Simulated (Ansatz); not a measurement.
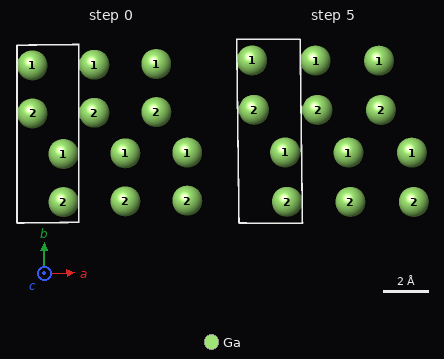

The structure of solid Ga (set up in P2_1/m) before (left) and after (right) a relaxation, at one scale.

The picture is a spheres-only view of the larger cell on standard axes (2 times the calculation's cell), repeated 3 × 1 × 1 with one cell outlined, seen along the c axis.

The run lets cell and atoms move.

These are results of Ansatz, Kohn-Sham DFT of a periodic cell, PBE, Ansatz PAW, not measurements.

Input file:
```yaml
crystal:
  lattice:
    - [2.7784220849, 0.0, 0.0]
    - [0.0, 3.28160879, 0.0]
    - [-1.3434310986, 0.0, 3.9902731763]
  atoms:
    - { symbol: Ga, position: [0.13459627, 0.75, 0.77016683] }
    - { symbol: Ga, position: [0.86540373, 0.25, 0.22983317] }
hamiltonian:
  xc: pbe
  pseudopotentials: { kind: paw }
kpoints:
  mp_grid: { grid: [10, 8, 7] }
scf:
  occupations: { method: fermi_dirac, width: 0.05 }
output:
  forces: true
  stress: true
  eigenvalues: true
  write_density: true
  write_potential: true
  elf: true
  volumetric_format: npy
relax:
  f_tol: 0.01
  max_steps: 40
  cell: { stress_tol: 0.05 }
```

Run as
```bash
ansatz run input.yaml --threads 2 --pin off --max-ram 5632MiB --backend cpu --events-out ev --progress --plain --runs-dir out
```

Question: Describe what moved and what it gained.

Answer: Over 4 accepted moves (5 points after the start) the energy falls by 12.7 meV per atom. Largest force component: 0.086 eV/Å at the start, 0.0028 eV/Å at the end. The pressure goes from 3.05 to 0.00 GPa. At 1 point the geometry stayed and the basis and grid were re-selected for the new cell (energy shift of 0.3 meV per atom at most each time). The largest moves relative to the cell, 0.029 Å, are those of Ga1 and Ga2. Ga1 goes roughly along −a. The volume changes by +5.6 %, with a 2.778 → 2.847 Å (+2.5 %), b 7.981 → 8.252 Å (+3.4 %), c 3.282 → 3.271 Å (−0.3 %), γ 89.3° → 90.8°. Near-neighbour distances that change, for instance: Ga1–Ga1 2.778 → 2.847 Å, Ga1–Ga2 2.838 → 2.906 Å, Ga1–Ga2 (another image) 2.814 → 2.876 Å, Ga1–Ga2 (another image) 2.710 → 2.753 Å. The space group stays P2_1/m (No. 11).
